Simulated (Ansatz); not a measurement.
Geometry relaxation, with input and output: W (part 1 of 3)

System: W (8 atoms in the cell).
Method: DFT, PBE, plane waves, PAW, no spin polarisation (Ansatz 0.2.0).

The structure derives from an entry of the Crystallography Open Database. Figures and captions count atoms from 1; the log counts them from 0 in places.

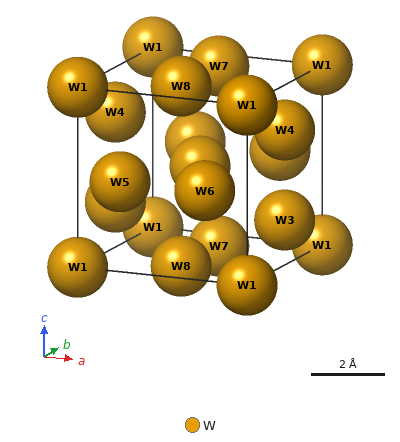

The structure as given in the input (spheres-only view of the cell of the calculation, seen slightly off an axis; atoms are numbered from 1 in the order of the input).

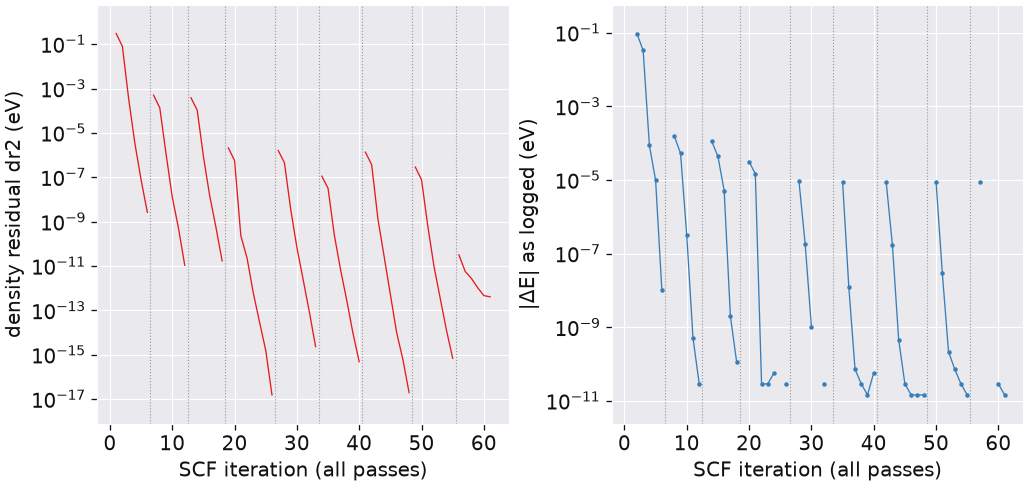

Convergence of the self-consistent field: density residual dr2 and size of the energy change against the SCF iteration. The dotted lines part the SCF passes of the relaxation: geometry steps, rejected trials and re-solves on a re-selected basis. The 9 passes take 6 to 8 iterations each, 61 in all.

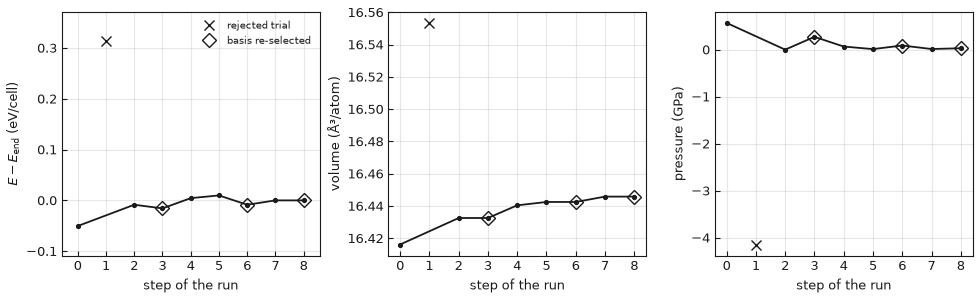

Progress of the relaxation, step by step (the first geometry is step 0 here and step 1 in the log). No atom moves by more than 0.005 Å relative to the cell. Cell: a = b = c 5.083 → 5.086 Å (+0.1 %). Volume +0.2 %. The space group stays Pm-3n (No. 223). After 5 geometry steps the energy has risen by 50.5 meV per cell of the calculation. All forces vanish by symmetry, so only the cell relaxes. The pressure goes from 0.57 to 0.03 GPa. The line search rejected the trial step at point 1 (counted from 0) and went back. The basis was re-selected twice at an unchanged geometry, which shifts the energy a little without any move. The energy change given includes the shifts at the re-selections in mid-walk, which come without any move. A last SCF at the same geometry on a re-selected plane-wave basis shifts the energy by next to nothing (0.0 meV per cell of the calculation).

The input that produced these results follows, with the program's output.

**The input**
```yaml
crystal:
  lattice:
    - [5.083, 0.0, 0.0]
    - [0.0, 5.083, 0.0]
    - [0.0, 0.0, 5.083]
  atoms:
    - { symbol: W, position: [0.0, 0.0, 0.0] }
    - { symbol: W, position: [0.5, 0.5, 0.5] }
    - { symbol: W, position: [0.0, 0.5, 0.25] }
    - { symbol: W, position: [0.0, 0.5, 0.75] }
    - { symbol: W, position: [0.25, 0.0, 0.5] }
    - { symbol: W, position: [0.75, 0.0, 0.5] }
    - { symbol: W, position: [0.5, 0.75, 0.0] }
    - { symbol: W, position: [0.5, 0.25, 0.0] }
basis:
  ecutwfc: 240.0
kpoints:
  mp_grid: { grid: [8, 8, 8] }
hamiltonian:
  xc: pbe
scf:
  occupations: { method: gaussian, width: 0.1 }
output:
  forces: true
  stress: true
  eigenvalues: true
relax:
  adjacent_minimum: "off"
  f_tol: 0.005
  max_steps: 80
  cell: { stress_tol: 0.05 }
```

Run as:
```bash
ansatz run input.yaml --threads 1 --pin off --max-ram 2560MiB --backend cpu --events-out ev --progress --plain --runs-dir out
```

**What the program printed**
```
Warning: basis.ecutwfc = 240 eV is below the records' recommended 420 eV, and the density's cutoff is lower with it unless basis.ecutrho_ratio is high enough to keep the records' density cutoff: compare with a run at a higher cutoff
Engine: ansatz 0.2.0, aarch64-unknown-linux-gnu
Pseudopotentials: kind: paw
Pseudopotential: W, paw, valence charge 14, recommended cutoff 420 eV (normal), W.paw.azcp
Functional definition: PBE
  parameter kappa = 0.804
  parameter beta = 0.06672455060314922
  exchange = pbe_x(kappa = kappa, mu = beta*pi^2/3)
  correlation = pbe_c(beta = beta)
Crystal: 8 atoms, lattice volume = 131.329 Å³
Basis set: ecut = 240 eV, 1141 PW (Γ), exchange–correlation on 54×54×54 points (8 copies of the dense FFT grid, shifted against one another)
Bands: 68, of which v1, the nominal top of the filled ones, is band 56 counted from 1 (55 counted from 0)
Symmetry: 48 space group operations
Space group: Pm-3n (ITA 223), of the structure as read, at distance tolerance 5.1e-5 Å
k-points: 35 of 512
Non-local potential: W, projectors of the file, l = 0: 3, l = 1: 2, l = 2: 2, l = 3: 1
PAW form: soft (Blöchl's): semilocal exchange-correlation on the pseudo side does not see the compensation charge
PAW one-centre angular grid: W, 590 points (default); XC on 64 Gauss nodes
Initial density: superposition of atomic densities (neutral atoms: chi_scale 0, normalization atom), corrected by the library's trained network
Initial wavefunctions: pseudopotential atomic-orbital guess
Functional: x = pbe(κ = 0.804, μ = 0.2195149727645171), c = pbe(β = 0.06672455060314922)
SCF iter   1: F=—  HF=-83071.873302 eV  |F-HF|=—  |Δ(HF+E_count)|=         —  Δρ=2.51e-2  dr2=3.04e-1  ethr=1.77e-3  ⟨swp⟩=4.0  Hψ=8431  notcnv=0
preconditioner: auto → Resta (q_TF=auto, 2.657 Å⁻¹)  ε∞=21.0  [insulator: Δε(μ)=0.102 eV  Ē_g=5.018 eV  σ=0.100 eV  W_gap=0.52  n_scr=32 (ndim 8)  ℏωp=22.4 eV  f_vac=0.000  D(μ)=1.99/eV (n_scr^D=6)  ε∞_Penn≈21.0]
SCF iter   2: F=—  HF=-83071.777243 eV  |F-HF|=—  |Δ(HF+E_count)|=   9.61e-2  Δρ=1.33e-2  dr2=7.95e-2  ethr=2.71e-4  ⟨swp⟩=2.0  Hψ=4726  notcnv=0  defer=9
SCF iter   3: F=—  HF=-83071.744002 eV  |F-HF|=—  |Δ(HF+E_count)|=   3.32e-2  Δρ=9.13e-4  dr2=3.51e-4  ethr=7.10e-5  ⟨swp⟩=2.0  Hψ=4172  notcnv=0  defer=9
SCF iter   4: F=—  HF=-83071.743914 eV  |F-HF|=—  |Δ(HF+E_count)|=   8.83e-5  Δρ=5.81e-5  dr2=3.43e-6  ethr=3.14e-7  ⟨swp⟩=2.5  Hψ=2943  notcnv=0  defer=9
SCF iter   5: F=—  HF=-83071.743904 eV  |F-HF|=—  |Δ(HF+E_count)|=   9.92e-6  Δρ=1.02e-5  dr2=7.64e-8  ethr=3.06e-9  ⟨swp⟩=2.0  Hψ=3040  notcnv=0  defer=9
SCF iter   6: F=-83071.743904 eV  HF=-83071.743904 eV  |F-HF|=2.62e-10  |Δ(HF+E_count)|=   1.03e-8  Δρ=1.71e-6  dr2=2.66e-9  ethr=6.82e-11  ⟨swp⟩=6.7  Hψ=7952  notcnv=0
SCF 1 converged in 6 iterations: F = -83071.743904 eV  dr2 = 2.66e-9
  greatest PAW one-centre occupation: 1.003 electrons in one spin orbital (limit 2), on the W atom at site 0 (counted from 0), in its partial waves of l = 1
relax step   1: F+E_penalty+E_count = -83071.74390407 eV  Δ(F+E_penalty+E_count) = +0.000e0 eV  max|allowed force component| = 1.301e-17 eV/Å  Δτ_max = 0.0000 Å  P = +0.567 GPa  Ω = 131.329 Å³  (6 SCF iters, dr2 threshold 1.00e-7 eV, accepted)
Crystal: 8 atoms, lattice volume = 132.427 Å³
Initial density: handed on by an earlier stage of this run
Initial wavefunctions: those handed on with the density
iter 1 solved again at ethr=7.05e-7 eV; its pass at ethr=3.10e-3 eV (dr2=7.89e-4 eV) is discarded
SCF iter   1: F=—  HF=-83071.380772 eV  |F-HF|=—  |Δ(HF+E_count)|=         —  Δρ=9.13e-4  dr2=5.06e-4  ethr=7.05e-7  ⟨swp⟩=2.0  Hψ=10404  notcnv=0
preconditioner: auto → Resta (q_TF=auto, 2.653 Å⁻¹)  ε∞=21.5  [insulator: Δε(μ)=0.100 eV  Ē_g=4.940 eV  σ=0.100 eV  W_gap=0.51  n_scr=32 (ndim 8)  ℏωp=22.4 eV  f_vac=0.000  D(μ)=2.05/eV (n_scr^D=6)  ε∞_Penn≈21.5]
SCF iter   2: F=—  HF=-83071.380615 eV  |F-HF|=—  |Δ(HF+E_count)|=   1.57e-4  Δρ=4.83e-4  dr2=1.34e-4  ethr=4.52e-7  ⟨swp⟩=2.0  Hψ=4335  notcnv=0
SCF iter   3: F=—  HF=-83071.380562 eV  |F-HF|=—  |Δ(HF+E_count)|=   5.32e-5  Δρ=4.08e-5  dr2=1.14e-6  ethr=1.20e-7  ⟨swp⟩=2.0  Hψ=4326  notcnv=0
iter 4 did not close the SCF: its close was put off for the readings that it lacked (scf_convergence_deferred on its scf_iter line)
SCF iter   4: F=-83071.380562 eV  HF=-83071.380562 eV  |F-HF|=1.85e-9  |Δ(HF+E_count)|=   3.15e-7  Δρ=3.81e-6  dr2=1.30e-8  ethr=1.02e-9  ⟨swp⟩=2.3  Hψ=3057  notcnv=0
iter 5 did not close the SCF: its close was put off for the readings that it lacked (scf_convergence_deferred on its scf_iter line)
SCF iter   5: F=-83071.380562 eV  HF=-83071.380562 eV  |F-HF|=1.60e-10  |Δ(HF+E_count)|=  5.09e-10  Δρ=7.63e-7  dr2=5.06e-10  ethr=1.16e-11  ⟨swp⟩=2.3  Hψ=3159  notcnv=0
SCF iter   6: F=-83071.380562 eV  HF=-83071.380562 eV  |F-HF|=2.91e-11  |Δ(HF+E_count)|=  2.91e-11  Δρ=9.76e-8  dr2=1.10e-11  ethr=1.00e-12  ⟨swp⟩=1.0  Hψ=4918  notcnv=0
SCF 2 converged in 6 iterations: F = -83071.380562 eV  dr2 = 1.10e-11
  greatest PAW one-centre occupation: 1.004 electrons in one spin orbital (limit 2), on the W atom at site 1 (counted from 0), in its partial waves of l = 1
relax step   2: F+E_penalty+E_count = -83071.38056189 eV  Δ(F+E_penalty+E_count) = +3.633e-1 eV  max|allowed force component| = 2.183e-17 eV/Å  Δτ_max = 0.0000 Å  P = -4.144 GPa  Ω = 132.427 Å³  energy of the carried Pulay correction = -3.510e-1 eV  (6 SCF iters, dr2 threshold 8.00e-7 eV, rejected (line search))
Crystal: 8 atoms, lattice volume = 131.460 Å³
iter 1 solved again at ethr=5.21e-7 eV; its pass at ethr=3.10e-3 eV (dr2=5.83e-4 eV) is discarded
SCF iter   1: F=—  HF=-83071.702172 eV  |F-HF|=—  |Δ(HF+E_count)|=         —  Δρ=8.04e-4  dr2=3.87e-4  ethr=5.21e-7  ⟨swp⟩=2.0  Hψ=10479  notcnv=0
preconditioner: auto → Kerker (q_TF=auto, 2.656 Å⁻¹)  [metal: Δε(μ)=0.096 eV  Ē_g=4.976 eV  σ=0.100 eV  W_gap=0.49  n_scr=32 (ndim 8)  ℏωp=22.4 eV  f_vac=0.000  D(μ)=2.04/eV (n_scr^D=6)]
SCF iter   2: F=—  HF=-83071.702058 eV  |F-HF|=—  |Δ(HF+E_count)|=   1.14e-4  Δρ=4.31e-4  dr2=1.07e-4  ethr=3.45e-7  ⟨swp⟩=2.0  Hψ=4332  notcnv=0
SCF iter   3: F=—  HF=-83071.702014 eV  |F-HF|=—  |Δ(HF+E_count)|=   4.39e-5  Δρ=3.51e-5  dr2=8.76e-7  ethr=9.59e-8  ⟨swp⟩=2.0  Hψ=4327  notcnv=0
SCF iter   4: F=—  HF=-83071.702009 eV  |F-HF|=—  |Δ(HF+E_count)|=   5.21e-6  Δρ=3.83e-6  dr2=1.50e-8  ethr=7.82e-10  ⟨swp⟩=1.9  Hψ=2903  notcnv=0
SCF iter   5: F=—  HF=-83071.702009 eV  |F-HF|=—  |Δ(HF+E_count)|=   1.99e-9  Δρ=7.70e-7  dr2=5.76e-10  ethr=1.34e-11  ⟨swp⟩=2.3  Hψ=3347  notcnv=0
SCF iter   6: F=-83071.702009 eV  HF=-83071.702009 eV  |F-HF|=0.00e0  |Δ(HF+E_count)|=  1.16e-10  Δρ=1.22e-7  dr2=1.72e-11  ethr=1.00e-12  ⟨swp⟩=4.1  Hψ=7307  notcnv=0
SCF 3 converged in 6 iterations: F = -83071.702009 eV  dr2 = 1.72e-11
  greatest PAW one-centre occupation: 1.003 electrons in one spin orbital (limit 2), on the W atom at site 1 (counted from 0), in its partial waves of l = 1
relax step   3: F+E_penalty+E_count = -83071.70200873 eV  Δ(F+E_penalty+E_count) = +4.190e-2 eV  max|allowed force component| = 6.469e-17 eV/Å  Δτ_max = 0.0000 Å  P = -0.000 GPa  Ω = 131.460 Å³  energy of the carried Pulay correction = -4.213e-2 eV  (6 SCF iters, accepted)
Initial wavefunctions: pseudopotential atomic-orbital guess (no wavefunctions were taken with the density)
iter 1 solved again at ethr=2.63e-9 eV; its pass at ethr=3.10e-3 eV (dr2=2.95e-6 eV) is discarded
SCF iter   1: F=—  HF=-83071.709144 eV  |F-HF|=—  |Δ(HF+E_count)|=         —  Δρ=2.04e-4  dr2=2.14e-6  ethr=2.63e-9  ⟨swp⟩=3.9  Hψ=15569  notcnv=0
preconditioner: auto → Kerker (q_TF=auto, 2.656 Å⁻¹)  [metal: Δε(μ)=0.097 eV  Ē_g=4.977 eV  σ=0.100 eV  W_gap=0.50  n_scr=32 (ndim 8)  ℏωp=22.4 eV  f_vac=0.000  D(μ)=2.04/eV (n_scr^D=6)]
SCF iter   2: F=—  HF=-83071.709176 eV  |F-HF|=—  |Δ(HF+E_count)|=   3.19e-5  Δρ=1.05e-4  dr2=5.67e-7  ethr=1.91e-9  ⟨swp⟩=1.0  Hψ=2380  notcnv=0
SCF iter   3: F=—  HF=-83071.709191 eV  |F-HF|=—  |Δ(HF+E_count)|=   1.47e-5  Δρ=7.34e-7  dr2=2.35e-10  ethr=5.06e-10  ⟨swp⟩=1.0  Hψ=2380  notcnv=0
iter 4 did not close the SCF: its close was put off for the readings that it lacked (scf_convergence_deferred on its scf_iter line)
SCF iter   4: F=-83071.709191 eV  HF=-83071.709191 eV  |F-HF|=1.46e-11  |Δ(HF+E_count)|=  2.91e-11  Δρ=1.79e-7  dr2=2.31e-11  ethr=1.00e-12  ⟨swp⟩=2.0  Hψ=3218  notcnv=0
iter 5 did not close the SCF: its close was put off for the readings that it lacked (scf_convergence_deferred on its scf_iter line)
SCF iter   5: F=-83071.709191 eV  HF=-83071.709191 eV  |F-HF|=4.37e-11  |Δ(HF+E_count)|=  2.91e-11  Δρ=2.35e-8  dr2=6.20e-13  ethr=1.00e-12  ⟨swp⟩=1.0  Hψ=2380  notcnv=0
iter 6 did not close the SCF: its close was put off for the readings that it lacked (scf_convergence_deferred on its scf_iter line)
SCF iter   6: F=-83071.709191 eV  HF=-83071.709191 eV  |F-HF|=1.46e-11  |Δ(HF+E_count)|=  5.82e-11  Δρ=5.12e-9  dr2=3.03e-14  ethr=1.00e-12  ⟨swp⟩=1.0  Hψ=2380  notcnv=0
iter 7 did not close the SCF: its close was put off for the readings that it lacked (scf_convergence_deferred on its scf_iter line)
SCF iter   7: F=-83071.709191 eV  HF=-83071.709191 eV  |F-HF|=0.00e0  |Δ(HF+E_count)|=    0.00e0  Δρ=1.01e-9  dr2=1.59e-15  ethr=1.00e-12  ⟨swp⟩=1.0  Hψ=2380  notcnv=0
SCF iter   8: F=-83071.709191 eV  HF=-83071.709191 eV  |F-HF|=2.91e-11  |Δ(HF+E_count)|=  2.91e-11  Δρ=1.61e-10  dr2=1.57e-17  ethr=1.00e-12  ⟨swp⟩=1.1  Hψ=4927  notcnv=0
SCF 4 converged in 8 iterations: F = -83071.709191 eV  dr2 = 1.57e-17
relax step   4: F+E_penalty+E_count = -83071.70919071 eV  Δ(F+E_penalty+E_count) = -7.182e-3 eV  max|allowed force component| = 2.111e-17 eV/Å  Δτ_max = 0.0000 Å  P = +0.271 GPa  Ω = 131.460 Å³  stress off target by 2.71e-1 GPa  SCF on the basis re-selected at this cell (its energy is not comparable with the rows above)  (8 SCF iters)
basis re-selected at this cell: Δ(F+E_penalty+E_count) = -7.182e-3 eV, ΔP = +0.272 GPa vs the last step (what re-selecting the basis moved, of the pressure what is left beyond the Pulay correction that the steps carried, after the strain that the cell walked since its last selection, with what the two solves' SCF thresholds leave and, on support functions, any second-order correction that the steps lacked; it is no measure of the basis error at this ecutwfc). This SCF's stress stands 2.71e-1 GPa from its target on what of the cell is left free (relax.cell.stress_tol is 5.00e-2 GPa) and its largest allowed force component is 2.11e-17 eV/Å (relax.f_tol is 5.00e-3 eV/Å): not within both, so this SCF does not close the relaxation
Crystal: 8 atoms, lattice volume = 131.523 Å³
iter 1 solved again at ethr=2.25e-9 eV; its pass at ethr=3.10e-3 eV (dr2=2.52e-6 eV) is discarded
SCF iter   1: F=—  HF=-83071.689024 eV  |F-HF|=—  |Δ(HF+E_count)|=         —  Δρ=5.20e-5  dr2=1.63e-6  ethr=2.25e-9  ⟨swp⟩=2.0  Hψ=10238  notcnv=0
preconditioner: auto → Kerker (q_TF=auto, 2.656 Å⁻¹)  [metal: Δε(μ)=0.097 eV  Ē_g=4.974 eV  σ=0.100 eV  W_gap=0.50  n_scr=32 (ndim 8)  ℏωp=22.4 eV  f_vac=0.000  D(μ)=2.04/eV (n_scr^D=6)]
SCF iter   2: F=—  HF=-83071.689014 eV  |F-HF|=—  |Δ(HF+E_count)|=   9.50e-6  Δρ=2.79e-5  dr2=4.54e-7  ethr=1.45e-9  ⟨swp⟩=2.0  Hψ=4331  notcnv=0
iter 3 did not close the SCF: its close was put off for the readings that it lacked (scf_convergence_deferred on its scf_iter line)
SCF iter   3: F=-83071.689014 eV  HF=-83071.689014 eV  |F-HF|=1.19e-9  |Δ(HF+E_count)|=   1.80e-7  Δρ=2.26e-6  dr2=3.68e-9  ethr=4.06e-10  ⟨swp⟩=2.0  Hψ=4340  notcnv=0
iter 4 did not close the SCF: its close was put off for the readings that it lacked (scf_convergence_deferred on its scf_iter line)
SCF iter   4: F=-83071.689014 eV  HF=-83071.689014 eV  |F-HF|=4.37e-11  |Δ(HF+E_count)|=   1.05e-9  Δρ=2.58e-7  dr2=6.86e-11  ethr=3.28e-12  ⟨swp⟩=2.6  Hψ=3369  notcnv=0
iter 5 did not close the SCF: its close was put off for the readings that it lacked (scf_convergence_deferred on its scf_iter line)
SCF iter   5: F=-83071.689014 eV  HF=-83071.689014 eV  |F-HF|=0.00e0  |Δ(HF+E_count)|=    0.00e0  Δρ=5.09e-8  dr2=2.47e-12  ethr=1.00e-12  ⟨swp⟩=1.0  Hψ=2380  notcnv=0
iter 6 did not close the SCF: its close was put off for the readings that it lacked (scf_convergence_deferred on its scf_iter line)
SCF iter   6: F=-83071.689014 eV  HF=-83071.689014 eV  |F-HF|=4.37e-11  |Δ(HF+E_count)|=  2.91e-11  Δρ=8.45e-9  dr2=8.53e-14  ethr=1.00e-12  ⟨swp⟩=1.0  Hψ=2380  notcnv=0
SCF iter   7: F=-83071.689014 eV  HF=-83071.689014 eV  |F-HF|=0.00e0  |Δ(HF+E_count)|=    0.00e0  Δρ=1.26e-9  dr2=2.34e-15  ethr=1.00e-12  ⟨swp⟩=1.0  Hψ=4900  notcnv=0
SCF 5 converged in 7 iterations: F = -83071.689014 eV  dr2 = 2.34e-15
relax step   5: F+E_penalty+E_count = -83071.68901394 eV  Δ(F+E_penalty+E_count) = +2.018e-2 eV  max|allowed force component| = 3.628e-17 eV/Å  Δτ_max = 0.0000 Å  P = +0.065 GPa  Ω = 131.523 Å³  energy of the carried Pulay correction = -2.024e-2 eV  (7 SCF iters, dr2 threshold 1.84e-7 eV, accepted)
Crystal: 8 atoms, lattice volume = 131.540 Å³
iter 1 solved again at ethr=1.56e-10 eV; its pass at ethr=3.10e-3 eV (dr2=1.75e-7 eV) is discarded
SCF iter   1: F=—  HF=-83071.683672 eV  |F-HF|=—  |Δ(HF+E_count)|=         —  Δρ=1.38e-5  dr2=1.13e-7  ethr=1.56e-10  ⟨swp⟩=2.0  Hψ=10204  notcnv=0
SCF iter   2: F=—  HF=-83071.683663 eV  |F-HF|=—  |Δ(HF+E_count)|=   9.06e-6  Δρ=7.39e-6  dr2=3.19e-8  ethr=1.01e-10  ⟨swp⟩=2.0  Hψ=4337  notcnv=0
iter 3 did not close the SCF: its close was put off for the readings that it lacked (scf_convergence_deferred on its scf_iter line)
SCF iter   3: F=-83071.683663 eV  HF=-83071.683663 eV  |F-HF|=1.02e-10  |Δ(HF+E_count)|=   1.26e-8  Δρ=5.89e-7  dr2=2.54e-10  ethr=2.85e-11  ⟨swp⟩=2.0  Hψ=4332  notcnv=0
iter 4 did not close the SCF: its close was put off for the readings that it lacked (scf_convergence_deferred on its scf_iter line)
SCF iter   4: F=-83071.683663 eV  HF=-83071.683663 eV  |F-HF|=0.00e0  |Δ(HF+E_count)|=  7.28e-11  Δρ=8.25e-8  dr2=7.07e-12  ethr=1.00e-12  ⟨swp⟩=1.0  Hψ=2380  notcnv=0
iter 5 did not close the SCF: its close was put off for the readings that it lacked (scf_convergence_deferred on its scf_iter line)
SCF iter   5: F=-83071.683663 eV  HF=-83071.683663 eV  |F-HF|=7.28e-11  |Δ(HF+E_count)|=  2.91e-11  Δρ=1.76e-8  dr2=2.84e-13  ethr=1.00e-12  ⟨swp⟩=1.0  Hψ=2380  notcnv=0
iter 6 did not close the SCF: its close was put off for the readings that it lacked (scf_convergence_deferred on its scf_iter line)
SCF iter   6: F=-83071.683663 eV  HF=-83071.683663 eV  |F-HF|=4.37e-11  |Δ(HF+E_count)|=  1.46e-11  Δρ=2.92e-9  dr2=9.30e-15  ethr=1.00e-12  ⟨swp⟩=1.0  Hψ=2380  notcnv=0
SCF iter   7: F=-83071.683663 eV  HF=-83071.683663 eV  |F-HF|=1.46e-11  |Δ(HF+E_count)|=  5.82e-11  Δρ=6.85e-10  dr2=4.86e-16  ethr=1.00e-12  ⟨swp⟩=1.0  Hψ=4901  notcnv=0
SCF 6 converged in 7 iterations: F = -83071.683663 eV  dr2 = 4.86e-16
relax step   6: F+E_penalty+E_count = -83071.68366300 eV  Δ(F+E_penalty+E_count) = +5.351e-3 eV  max|allowed force component| = 6.158e-17 eV/Å  Δτ_max = 0.0000 Å  P = +0.011 GPa  Ω = 131.540 Å³  energy of the carried Pulay correction = -2.560e-2 eV  (7 SCF iters, dr2 threshold 1.07e-8 eV, accepted)
iter 1 solved again at ethr=6.34e-10 eV; its pass at ethr=3.10e-3 eV (dr2=7.10e-7 eV) is discarded
```
